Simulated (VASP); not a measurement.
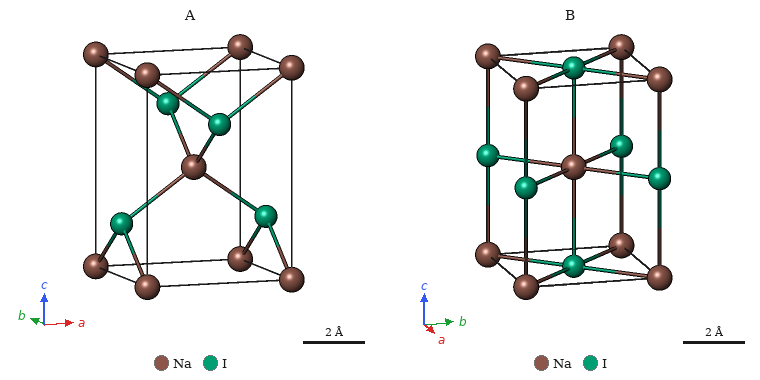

Two structures of NaI, each relaxed to rest (conventional cells in solid outline, small ones repeated, not to one scale). Method: DFT, PBE, plane waves, PAW (VASP 6.6.1).

Describe A and B.

A: 4 atoms a cell on a body-centred tetragonal lattice, I-4m2. B: 4 atoms a cell on a body-centred tetragonal lattice, I4/mmm.

Which structure is more stable?

B is lower, by 45 meV/atom at this level of theory (energies at zero smearing). Volumes: A 45.6, B 35.1 Å³/atom.

One or both may be structure types tried for this composition rather than known phases.
